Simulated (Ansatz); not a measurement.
## Ca on Co(0001): change of the work function

Aim: the work function of Co(0001) at several coverages of Ca (fcc site), and the dipole that each adsorbate carries.

Program: Ansatz 0.2.0. Level of theory: plane-wave DFT, PBE, Ansatz PAW. Results are calculated unless marked as measured.

## Step 1: The structure

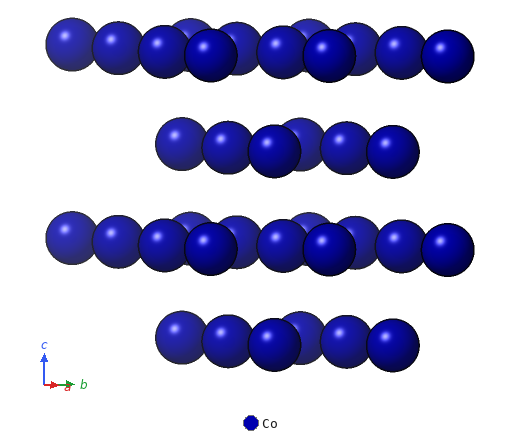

The cell as given, from the side, with the c axis up (cobalt blue). 3×2×1 cells are drawn. Some periodic images of atoms are drawn too.

The cell holds 4 atoms: 4 Co. Its edges and angles: a = 2.510 Å, b = 2.510 Å, c = 24.107 Å, α = 90.0°, β = 90.0°, γ = 60.0°. Vacuum lies along c.

As a file:

```cif
data_structure
_symmetry_space_group_name_H-M 'P 1'
_symmetry_Int_Tables_number 1
_cell_length_a 2.5100
_cell_length_b 2.5100
_cell_length_c 24.1068
_cell_angle_alpha 90.000
_cell_angle_beta 90.000
_cell_angle_gamma 60.000
_cell_volume 131.53
loop_
_atom_site_label
_atom_site_type_symbol
_atom_site_fract_x
_atom_site_fract_y
_atom_site_fract_z
_atom_site_occupancy
Co1 Co 0.66667 0.66667 0.37334 1
Co2 Co 0.00000 0.00000 0.45778 1
Co3 Co 0.66667 0.66667 0.54222 1
Co4 Co 0.00000 0.00000 0.62666 1
```

## Step 2: The clean slab

The bare slab comes first, as the zero from which every change is counted. The two lowest layers are held at bulk places and the upper ones relax. The dipole correction removes the false field that a one-sided slab makes across the periodic vacuum, so each face gets a flat vacuum level of its own.

File input.yaml:

```yaml
crystal:
  lattice:
    - [2.51, 0.0, 0.0]
    - [1.255, 2.1737237635, 0.0]
    - [0.0, 0.0, 24.10683]
  atoms:
    - { symbol: Co, position: [0.6666666667, 0.6666666667, 0.3733381784], spin: 1.7 }
    - { symbol: Co, position: [0.0, 0.0, 0.4577793928], spin: 1.7 }
    - { symbol: Co, position: [0.6666666667, 0.6666666667, 0.5422206072], spin: 1.7 }
    - { symbol: Co, position: [0.0, 0.0, 0.6266618216], spin: 1.7 }
magnetization:
  spin_polarized: true
kpoints:
  mp_grid: { grid: [12, 12, 1] }
hamiltonian:
  xc: pbe
scf:
  occupations: { method: fermi_dirac, width: 0.1 }
  convergence: { dr2_threshold: 1.0e-08 }
efield:
  axis: 3
  dipole_correction: true
  ramp_position: 0.97
  ramp_width: 0.06
relax:
  f_tol: 0.02
  max_steps: 60
  constraints: [{ sites: [0, 1] }]
output:
  write_potential: true
  write_density: true
  volumetric_format: npy
```

Command:

```
ansatz run input.yaml --threads 4 --pin off --max-ram 16384MiB --backend cpu --events-out ev --progress --plain --runs-dir out
```

Numbers of over 12 decimals in the logs are rounded to 6 here.

Log:

```text
Engine: ansatz 0.2.0, aarch64-unknown-linux-gnu
Pseudopotentials: kind: paw
Pseudopotential: Co, paw, valence charge 17, recommended cutoff 420 eV (normal), Co.paw.azcp
Functional definition: PBE
  parameter kappa = 0.804
  parameter beta = 0.066725
  exchange = pbe_x(kappa = kappa, mu = beta*pi^2/3)
  correlation = pbe_c(beta = beta)
Crystal: 4 atoms, lattice volume = 131.528 Å³
Basis set: ecut = 420 eV, 2559 PW (Γ), exchange–correlation on 36×36×324 points (8 copies of the dense FFT grid, shifted against one another)
Bands: 45, of which v1, the nominal top of the filled ones, is band 34 counted from 1 (33 counted from 0)
Symmetry: 6 space group operations
k-points: 19 of 144 (time reversal used)
Non-local potential: Co, projectors of the file, l = 0: 3, l = 1: 2, l = 2: 3, l = 3: 1
PAW form: soft (Blöchl's): semilocal exchange-correlation on the pseudo side does not see the compensation charge
PAW one-centre angular grid: Co, 590 points (default); XC on 64 Gauss nodes
Initial density: superposition of atomic densities (neutral atoms: chi_scale 0, normalization atom)
Starting moments: Σ|m| = 6.8 μB on 4 of 4 sites
Initial wavefunctions: pseudopotential atomic-orbital guess
Functional: x = pbe(κ = 0.804, μ = 0.219515), c = pbe(β = 0.066725)
SCF iter   1: F=—  HF=-20501.283179 eV  |F-HF|=—  |Δ(HF+E_count)|=         —  Δρ=4.96e-2 (↑1.05e-2 ↓4.96e-2)  dr2=5.44e0  dr2_m=7.36e-1  M=6.870 μB ∫|m|=7.076 μB  β_m=1.00  ethr=3.10e-3  p=0.000 e·Å  D=5.04e-13 V/Å  ΔV_dip=-0.00 eV  dr2_dipole=6.91e-14  V_vac-E_F(+/−)=7.43/7.43 eV  ⟨swp⟩=11.6  Hψ=9064  notcnv=0  defer=12
Mixer restart at iter 1: flushing history
efield: sawtooth ramp at fractional position 0.9700 (set: `efield.ramp_position`, or a place that a band, a saddle search or an elastic batch's reference lends), width 0.0600; the density the first Hamiltonian is built on has a dipole p = 0.000 e·Å; the dipole correction subtracts the counter field D = 5.04e-13 V/Å, which shifts the + side's vacuum level by -0.00 eV against the − side's; the planar-averaged density in the ramp window peaks in size at 9.3e-6 e/Å³
preconditioner: auto → LDOS  [metal: Δε(μ)=0.017 eV  Ē_g=6.887 eV  σ=0.100 eV  W_gap=0.04  n_scr=18 (ndim 8)  ℏωp=19.4 eV  f_vac=0.597  D(μ)=4.76/eV (n_scr^D=18)]
spin=Collinear: LDOS preconditioning applied to the charge; magnetization (m = ρ↑ − ρ↓) channel mixes plain (no charge-response kernel on spin).
SCF iter   2: F=—  HF=-20500.677815 eV  |F-HF|=—  |Δ(HF+E_count)|=   6.05e-1  Δρ=1.21e-2 (↑1.21e-2 ↓7.84e-3)  dr2=4.83e-1  dr2_m=7.43e-2  M=6.898 μB ∫|m|=7.367 μB  β_m=0.34  ethr=3.10e-3  p=-0.000 e·Å  D=-2.46e-5 V/Å  ΔV_dip=0.00 eV  dr2_dipole=1.91e-7  V_vac-E_F(+/−)=6.53/6.53 eV  ⟨swp⟩=2.7  Hψ=3071  notcnv=0  defer=51
density mixer auto → msr1: a metal under ldos (density of states about μ 3.22 of a free-electron gas's, 18 screened modes)
SCF iter   3: F=—  HF=-20501.994777 eV  |F-HF|=—  |Δ(HF+E_count)|=    1.32e0  Δρ=4.76e-3 (↑4.76e-3 ↓4.65e-3)  dr2=9.37e-2  dr2_m=1.60e-2  M=6.919 μB ∫|m|=7.458 μB  β_m=0.48  ethr=7.10e-4  p=-0.000 e·Å  D=-4.93e-6 V/Å  ΔV_dip=0.00 eV  dr2_dipole=8.08e-8  V_vac-E_F(+/−)=5.92/5.92 eV  ⟨swp⟩=2.9  Hψ=2992  notcnv=0  defer=51
SCF iter   4: F=—  HF=-20502.978219 eV  |F-HF|=—  |Δ(HF+E_count)|=         —  Δρ=5.17e-3 (↑5.17e-3 ↓2.79e-3)  dr2=4.72e-2  dr2_m=7.71e-3  M=6.980 μB ∫|m|=7.615 μB  β_m=0.48  ethr=1.38e-4  p=0.000 e·Å  D=1.00e-6 V/Å  ΔV_dip=-0.00 eV  dr2_dipole=3.72e-8  V_vac-E_F(+/−)=5.27/5.27 eV  ⟨swp⟩=3.2  Hψ=3763  notcnv=0  defer=53
SCF iter   5: F=—  HF=-20503.130186 eV  |F-HF|=—  |Δ(HF+E_count)|=   1.52e-1  Δρ=2.48e-3 (↑1.51e-3 ↓2.48e-3)  dr2=1.24e-2  dr2_m=1.57e-3  M=6.908 μB ∫|m|=7.565 μB  β_m=0.64  ethr=6.94e-5  p=0.000 e·Å  D=1.27e-6 V/Å  ΔV_dip=-0.00 eV  dr2_dipole=5.37e-10  V_vac-E_F(+/−)=5.11/5.11 eV  ⟨swp⟩=2.2  Hψ=3111  notcnv=0  defer=53
SCF iter   6: F=—  HF=-20503.154936 eV  |F-HF|=—  |Δ(HF+E_count)|=   2.48e-2  Δρ=1.15e-3 (↑8.50e-4 ↓1.15e-3)  dr2=3.50e-3  dr2_m=1.52e-4  M=6.880 μB ∫|m|=7.545 μB  β_m=0.80  ethr=1.83e-5  p=0.000 e·Å  D=2.95e-6 V/Å  ΔV_dip=-0.00 eV  dr2_dipole=6.98e-9  V_vac-E_F(+/−)=5.04/5.04 eV  ⟨swp⟩=2.1  Hψ=2807  notcnv=0  defer=53
SCF iter   7: F=—  HF=-20503.158756 eV  |F-HF|=—  |Δ(HF+E_count)|=   3.82e-3  Δρ=5.96e-4 (↑5.02e-4 ↓5.96e-4)  dr2=1.26e-3  dr2_m=2.25e-5  M=6.862 μB ∫|m|=7.535 μB  β_m=0.70  ethr=5.15e-6  p=-0.000 e·Å  D=-6.61e-6 V/Å  ΔV_dip=0.00 eV  dr2_dipole=4.71e-8  V_vac-E_F(+/−)=5.00/5.00 eV  ⟨swp⟩=2.4  Hψ=3309  notcnv=0  defer=55
SCF iter   8: F=—  HF=-20503.158660 eV  |F-HF|=—  |Δ(HF+E_count)|=   9.67e-5  Δρ=1.88e-4 (↑1.88e-4 ↓1.66e-4)  dr2=7.45e-5  dr2_m=6.98e-6  M=6.861 μB ∫|m|=7.536 μB  β_m=0.70  ethr=1.85e-6  p=0.000 e·Å  D=1.90e-6 V/Å  ΔV_dip=-0.00 eV  dr2_dipole=1.38e-10  V_vac-E_F(+/−)=4.99/4.99 eV  ⟨swp⟩=2.4  Hψ=3092  notcnv=0  defer=56
SCF iter   9: F=—  HF=-20503.158672 eV  |F-HF|=—  |Δ(HF+E_count)|=   1.27e-5  Δρ=6.53e-5 (↑3.95e-5 ↓6.53e-5)  dr2=5.92e-6  dr2_m=2.71e-6  M=6.858 μB ∫|m|=7.537 μB  β_m=0.79  ethr=1.10e-7  p=-0.000 e·Å  D=-1.04e-6 V/Å  ΔV_dip=0.00 eV  dr2_dipole=6.55e-10  V_vac-E_F(+/−)=4.98/4.98 eV  ⟨swp⟩=2.6  Hψ=2918  notcnv=0  defer=56
SCF iter  10: F=—  HF=-20503.158675 eV  |F-HF|=—  |Δ(HF+E_count)|=   2.25e-6  Δρ=3.81e-5 (↑3.81e-5 ↓2.00e-5)  dr2=3.10e-6  dr2_m=1.73e-7  M=6.858 μB ∫|m|=7.537 μB  β_m=0.68  ethr=8.70e-9  p=0.000 e·Å  D=2.53e-6 V/Å  ΔV_dip=-0.00 eV  dr2_dipole=6.49e-9  V_vac-E_F(+/−)=4.98/4.98 eV  ⟨swp⟩=2.4  Hψ=2802  notcnv=0  defer=56
SCF iter  11: F=—  HF=-20503.158675 eV  |F-HF|=—  |Δ(HF+E_count)|=   4.99e-7  Δρ=1.15e-5 (↑6.30e-6 ↓1.15e-5)  dr2=2.56e-7  dr2_m=6.68e-8  M=6.857 μB ∫|m|=7.537 μB  β_m=0.59  ethr=4.56e-9  p=-0.000 e·Å  D=-2.92e-6 V/Å  ΔV_dip=0.00 eV  dr2_dipole=1.05e-8  V_vac-E_F(+/−)=4.98/4.98 eV  ⟨swp⟩=2.3  Hψ=2831  notcnv=0  defer=56
SCF iter  12: F=—  HF=-20503.158675 eV  |F-HF|=—  |Δ(HF+E_count)|=   9.93e-8  Δρ=6.32e-6 (↑3.05e-6 ↓6.32e-6)  dr2=3.02e-8  dr2_m=2.20e-8  M=6.857 μB ∫|m|=7.537 μB  β_m=0.79  ethr=3.77e-10  p=0.000 e·Å  D=3.20e-7 V/Å  ΔV_dip=-0.00 eV  dr2_dipole=3.26e-10  V_vac-E_F(+/−)=4.98/4.98 eV  ⟨swp⟩=2.3  Hψ=2600  notcnv=0  defer=56
SCF iter  13: F=—  HF=-20503.158675 eV  |F-HF|=—  |Δ(HF+E_count)|=   8.20e-8  Δρ=3.67e-6 (↑3.67e-6 ↓3.22e-6)  dr2=5.57e-8  dr2_m=3.60e-9  M=6.857 μB ∫|m|=7.538 μB  β_m=0.63  ethr=4.44e-11  p=-0.000 e·Å  D=-2.65e-6 V/Å  ΔV_dip=0.00 eV  dr2_dipole=1.06e-8  V_vac-E_F(+/−)=4.98/4.98 eV  ⟨swp⟩=3.1  Hψ=3575  notcnv=0  defer=56
[...]
preconditioner: auto → LDOS  [metal: Δε(μ)=0.011 eV  Ē_g=6.720 eV  σ=0.100 eV  W_gap=0.03  n_scr=12 (ndim 8)  ℏωp=19.4 eV  f_vac=0.612  D(μ)=3.74/eV (n_scr^D=16)]
spin=Collinear: LDOS preconditioning applied to the charge; magnetization (m = ρ↑ − ρ↓) channel mixes plain (no charge-response kernel on spin).
SCF iter   2: F=—  HF=-20503.182460 eV  |F-HF|=—  |Δ(HF+E_count)|=   6.54e-5  Δρ=1.31e-4 (↑1.31e-4 ↓1.26e-4)  dr2=3.27e-4  dr2_m=1.50e-6  M=6.834 μB ∫|m|=7.500 μB  β_m=0.31  ethr=1.53e-6  p=0.002 e·Å  D=2.56e-3 V/Å  ΔV_dip=-0.06 eV  dr2_dipole=1.26e-4  V_vac-E_F(+/−)=4.93/4.99 eV  ⟨swp⟩=2.1  Hψ=2531  notcnv=0  defer=64
density mixer auto → msr1: a metal under ldos (density of states about μ 2.82 of a free-electron gas's, 18 screened modes)
SCF iter   3: F=—  HF=-20503.182459 eV  |F-HF|=—  |Δ(HF+E_count)|=   8.64e-7  Δρ=1.32e-4 (↑1.32e-4 ↓6.95e-5)  dr2=8.49e-5  dr2_m=6.29e-6  M=6.834 μB ∫|m|=7.500 μB  β_m=0.44  ethr=4.81e-7  p=0.002 e·Å  D=2.44e-3 V/Å  ΔV_dip=-0.06 eV  dr2_dipole=2.77e-5  V_vac-E_F(+/−)=4.93/4.99 eV  ⟨swp⟩=1.6  Hψ=1860  notcnv=0  defer=64
SCF iter   4: F=—  HF=-20503.182475 eV  |F-HF|=—  |Δ(HF+E_count)|=   1.58e-5  Δρ=6.00e-5 (↑5.17e-5 ↓6.00e-5)  dr2=2.34e-5  dr2_m=2.73e-6  M=6.835 μB ∫|m|=7.501 μB  β_m=0.50  ethr=1.25e-7  p=0.002 e·Å  D=2.49e-3 V/Å  ΔV_dip=-0.06 eV  dr2_dipole=6.53e-6  V_vac-E_F(+/−)=4.93/4.99 eV  ⟨swp⟩=1.8  Hψ=2028  notcnv=0  defer=64
SCF iter   5: F=—  HF=-20503.182484 eV  |F-HF|=—  |Δ(HF+E_count)|=   8.94e-6  Δρ=5.34e-5 (↑5.34e-5 ↓3.33e-5)  dr2=7.93e-7  dr2_m=2.13e-6  M=6.836 μB ∫|m|=7.501 μB  β_m=0.64  ethr=3.44e-8  p=0.002 e·Å  D=2.54e-3 V/Å  ΔV_dip=-0.06 eV  dr2_dipole=1.53e-7  V_vac-E_F(+/−)=4.93/4.99 eV  ⟨swp⟩=2.0  Hψ=2380  notcnv=0  defer=64
SCF iter   6: F=—  HF=-20503.182487 eV  |F-HF|=—  |Δ(HF+E_count)|=   3.70e-6  Δρ=2.43e-5 (↑2.43e-5 ↓7.21e-6)  dr2=7.27e-7  dr2_m=1.91e-7  M=6.836 μB ∫|m|=7.502 μB  β_m=0.65  ethr=1.17e-9  p=0.002 e·Å  D=2.57e-3 V/Å  ΔV_dip=-0.06 eV  dr2_dipole=2.86e-8  V_vac-E_F(+/−)=4.93/4.99 eV  ⟨swp⟩=3.0  Hψ=3471  notcnv=0  defer=64
SCF iter   7: F=—  HF=-20503.182487 eV  |F-HF|=—  |Δ(HF+E_count)|=   1.19e-7  Δρ=9.49e-6 (↑8.56e-6 ↓9.49e-6)  dr2=4.08e-7  dr2_m=2.71e-8  M=6.836 μB ∫|m|=7.502 μB  β_m=0.57  ethr=1.07e-9  p=0.002 e·Å  D=2.57e-3 V/Å  ΔV_dip=-0.06 eV  dr2_dipole=7.01e-8  V_vac-E_F(+/−)=4.93/4.99 eV  ⟨swp⟩=2.0  Hψ=2982  notcnv=0  defer=64
SCF iter   8: F=—  HF=-20503.182487 eV  |F-HF|=—  |Δ(HF+E_count)|=   3.91e-8  Δρ=3.66e-6 (↑3.66e-6 ↓2.36e-6)  dr2=1.56e-8  dr2_m=9.75e-9  M=6.836 μB ∫|m|=7.502 μB  β_m=0.70  ethr=6.00e-10  p=0.002 e·Å  D=2.57e-3 V/Å  ΔV_dip=-0.06 eV  dr2_dipole=9.30e-10  V_vac-E_F(+/−)=4.93/4.99 eV  ⟨swp⟩=2.4  Hψ=2856  notcnv=0  defer=64
SCF iter   9: F=—  HF=-20503.182487 eV  |F-HF|=—  |Δ(HF+E_count)|=   4.03e-8  Δρ=1.38e-6 (↑1.31e-6 ↓1.38e-6)  dr2=4.04e-9  dr2_m=1.04e-9  M=6.836 μB ∫|m|=7.502 μB  β_m=0.65  ethr=2.30e-11  p=0.002 e·Å  D=2.57e-3 V/Å  ΔV_dip=-0.06 eV  dr2_dipole=1.27e-10  V_vac-E_F(+/−)=4.93/4.99 eV  ⟨swp⟩=2.8  Hψ=3042  notcnv=0  defer=64
SCF iter  10: F=—  HF=-20503.182487 eV  |F-HF|=—  |Δ(HF+E_count)|=   7.22e-9  Δρ=1.37e-6 (↑8.82e-7 ↓1.37e-6)  dr2=1.39e-8  dr2_m=3.69e-10  M=6.836 μB ∫|m|=7.502 μB  β_m=0.67  ethr=5.94e-12  p=0.002 e·Å  D=2.57e-3 V/Å  ΔV_dip=-0.06 eV  dr2_dipole=4.02e-9  V_vac-E_F(+/−)=4.93/4.99 eV  ⟨swp⟩=2.8  Hψ=3515  notcnv=0  defer=64
SCF iter  11: F=-20503.182487 eV  HF=-20503.182487 eV  |F-HF|=5.18e-9  |Δ(HF+E_count)|=   2.51e-9  Δρ=8.80e-7 (↑3.13e-7 ↓8.80e-7)  dr2=4.60e-9  dr2_m=2.09e-10  M=6.836 μB ∫|m|=7.502 μB  ethr=5.94e-12  p=0.002 e·Å  D=2.57e-3 V/Å  ΔV_dip=-0.06 eV  dr2_dipole=1.32e-9  V_vac-E_F(+/−)=4.93/4.99 eV  ⟨swp⟩=7.0  Hψ=9563  notcnv=0
SCF 4 converged in 11 iterations: F = -20503.182487 eV  dr2 = 4.60e-9
relax step   4: F+E_penalty+E_count = -20503.18248727 eV  Δ(F+E_penalty+E_count) = -2.578e-4 eV  max|allowed force component| = 6.602e-3 eV/Å  Δτ_max = 0.0084 Å  (11 SCF iters, accepted)
NSCF: frozen V_eff on 19 k-points
the band table was solved once a step of the walk had ended and its energy, with any forces and stress, was formed, with the checks that follow a solve (9233 applications of the Hamiltonian). They found nothing against the state; the energy, forces and stress were not computed again (output.eigenvalues in the input reference)
WARN: The output density's exchange-correlation potential varies sharply where the density is thin. Do not read a vacuum level from v_tot or v_xc, or from such a field of the output density. On a cell that repeats whose density bears no net charge and no dipole along the vacuum's axis use v_es (v_loc + v_h of the components); under efield.dipole_correction with no amplitude use v_es + v_field, which holds any externa [...]
SCF converged after 11 iterations
Magnetization: 6.8365 μB (37.4182 up, 30.5818 down)
Absolute magnetization: 7.5041 μB (∫|ρ↑−ρ↓|, with the PAW one-centre terms)
Spin contamination: 0.1418 ħ² per cell (⟨S²⟩ above its minimum at these occupations)
Per-site moments (μB) at R_I (Å): [(1.819632, 1.030734), (1.757752, 1.030734), (1.742027, 1.000660), (1.792708, 1.000660)]
Free energy (F): -20503.182487 eV
Harris-Foulkes:  -20503.182487 eV  (|F-HF|=5.18e-9)
Internal energy: -20503.052780 eV  (E = F + TS)
E sigma→0 (E₀):  -20503.117634 eV
Entropy (-TS):   -0.129707 eV (-32.427 meV/atom)
Fermi energy:    2.954768 eV
Dipole field:    D = 0.002626 V/Å  (p = 0.001909 e·Å, saw-weighted, corrected)
Work function:   Φ+ = 4.9253 eV   Φ− = 4.9886 eV
Levels:          The Fermi level and band energies are counted from a zero that moves with the ramp; work functions are not
--- Per-component energies (eV) ---
  E_band       = -2041.790011
  E_kinetic    = 1808.861082
  E_local      = -151342.607085  (includes V_loc(G=0)·N_el)
  E_nonlocal   = 1821.381808
  E_hartree    = 74222.730396
  E_xc         = -632.279232
  E_vxc        = -815.577330  (∫ρ·V_xc dr)
  E_paw        = -6063.646017  (= ΣΔE_a)
  E_vpaw       = -1959.317964  (= ΣTr[D̂ρ^β])
  E_aug_tail   = 0.000301  (compensation charges beyond the density's cutoff)
  E_efield     = 0.000003  (sawtooth field / dipole correction)
  E_vefield    = 0.003157  (∫n·V_field dr)
  E_ewald      = 59682.505964
  E_smearing   = -0.129707  (= −TS)
  E_closure    = -0.000000  (closes the sum)
  Σ components = -20503.182487   (vs F -20503.182487, Δ=0.00e0)
--- Forces (eV/Å), atoms counted from 1 ---
  atom   1  Co     0.00000000     0.00000000     0.50233302
  atom   2  Co    -0.00000000     0.00000000    -0.49982607
  atom   3  Co     0.00000000    -0.00000000     0.00407533
  atom   4  Co    -0.00000000    -0.00000000    -0.00660206
  max |Σ_I F_I| component: 1.98e-5 eV/Å
--- Band table (eV; the first three rows and the last of 38) ---
  k-point 0 ↑: bands = [... 30 lower, 0.6027, 1.1317, 1.1317, 1.5257, 1.5257, 1.8851, 1.8851, 2.0257, ... 7 higher]
  k-point 1 ↑: bands = [... 30 lower, 0.6932, 1.0395, 1.1017, 1.3850, 1.5039, 1.5354, 1.7908, 1.8846, ... 7 higher]
  k-point 2 ↑: bands = [... 30 lower, 0.8036, 0.9408, 1.0332, 1.1441, 1.4384, 1.4726, 1.8810, 2.0831, ... 7 higher]
  k-point 18 ↓: bands = [... 30 lower, 3.1142, 3.7214, 3.7507, 3.8049, 3.9140, 3.9574, 8.5075, 8.8942, ... 7 higher]
--- Relaxed structure (4 steps of the walk, 4 accepted, 0 SCFs on fresh bases) ---
  F+E_penalty+E_count = -20503.18248727 eV   max|allowed force component| = 6.602e-3 eV/Å
  atoms:
    - { symbol: Co, position: [0.666667, 0.666667, 0.373338] }
    - { symbol: Co, position: [0.0, 0.0, 0.4577793928] }
    - { symbol: Co, position: [0.666667, 0.666667, 0.542627] }
    - { symbol: Co, position: [-4.105840236310963e-18, 0, 0.623327] }
```

Wall time 34 s (4 threads of Arm Neoverse V1, shared host); peak memory 0.54 GiB; 2.2 min of CPU time.

Step by step:

```csv
step,energy less that of the first step (eV),largest force component (eV/Å)
1,0.0000,0.4887
2,-0.0156,0.3161
3,-0.0236,0.0611
4,-0.0238,0.0066
```

The run keeps the 6 symmetry operations that it works with, so distortions that break them were not tested.

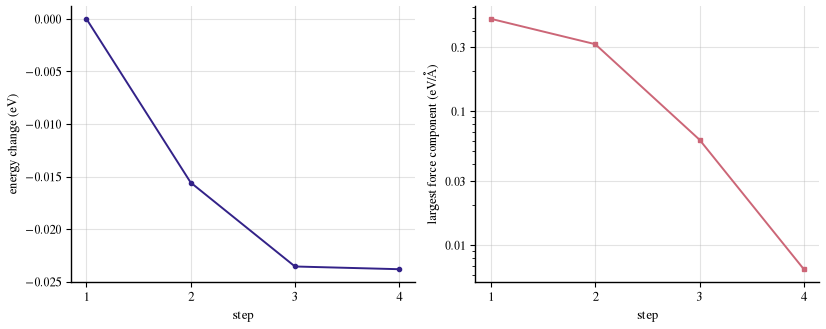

Energy and largest force along the relaxation.

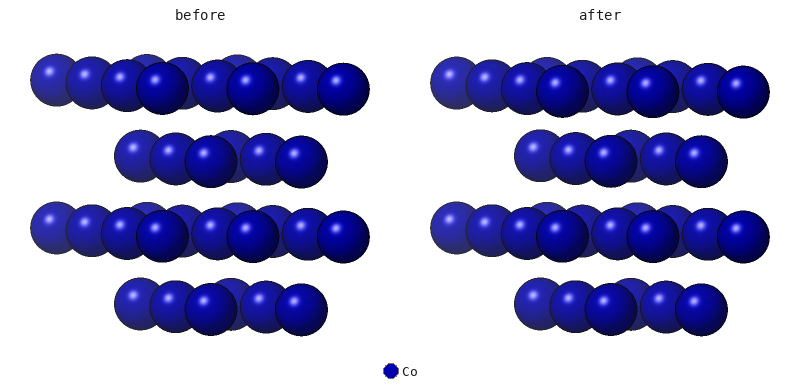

Before and after, at one scale.

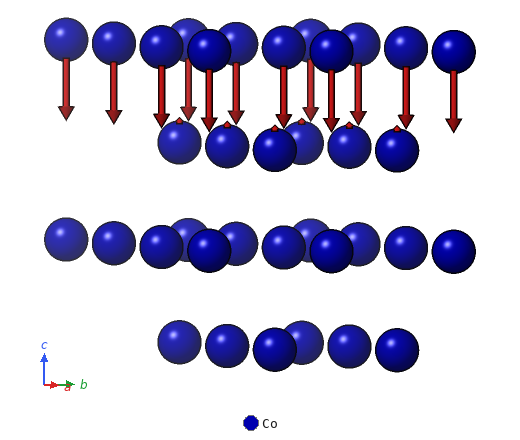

Displacements in the relaxation, exaggerated; the longest in the cell stands for 0.08 Å. 3×2×1 cells are drawn. Some periodic images of atoms are drawn too.

The atoms that moved most (Å):

```csv
atom,dx,dy,dz,length
Co4,0.000,0.000,-0.080,0.080
Co3,0.000,0.000,0.010,0.010
```

Final coordinates:

```xyz
4
Lattice="2.5100 0.0000 0.0000 1.2550 2.1737 0.0000 0.0000 0.0000 24.1068" Properties=species:S:1:pos:R:3
Co    2.5100    1.4491    9.0000
Co    0.0000    0.0000   11.0356
Co    2.5100    1.4491   13.0810
Co    0.0000    0.0000   15.0264
```

Numbers from this step:

```
energy at zero smearing        : -20503.1176 eV
total moment                   : 6.836 μB
site moments                   : 1.820, 1.758, 1.742, 1.793 μB
work function, upper face      : 4.925 eV
work function, lower face      : 4.989 eV
dipole along the normal        : 0.001909 e·Å
step between the vacuum levels : -0.06331 eV
```

Running mean over 2.03561 Å of the planar mean; the ramp of the sawtooth is left out. The electron's electrostatic potential energy less the Fermi level by z:

```csv
z (Å),electron's electrostatic potential energy less the Fermi level (eV)
4,4.99
6,4.92
8,-3.46
10,-10.5
12,-10.5
14,-11.5
16,-3.80
18,4.86
20,4.93
```

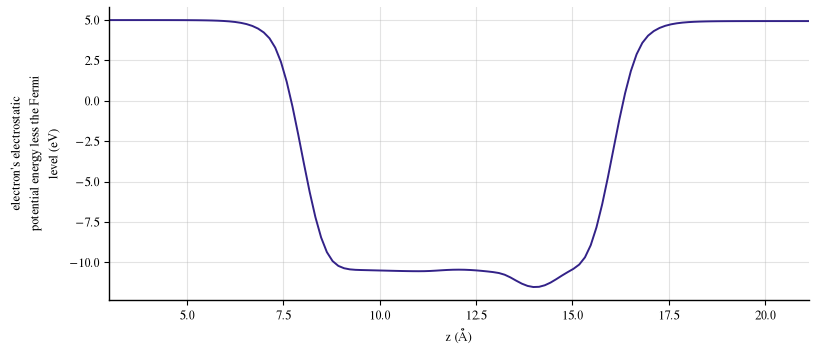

Electron's electrostatic potential energy less the Fermi level, plotted against z.

[end of part 1 of 4]

[Logs are printed without paths, hosts, clocks, repeated set-up lines and the standing remarks that a program may print on its own settings, such as how far it seeks lower states.]

[Hosts, paths, dates, database ids (printed as entryN), source tags and the programs' standing remarks are cut or masked in the printed files.]

[Maps of the electrostatic potential energy from Ansatz leave out the sawtooth potential of an applied field or a dipole correction, so their vacuum need not be flat; planar profiles and work functions include it.]
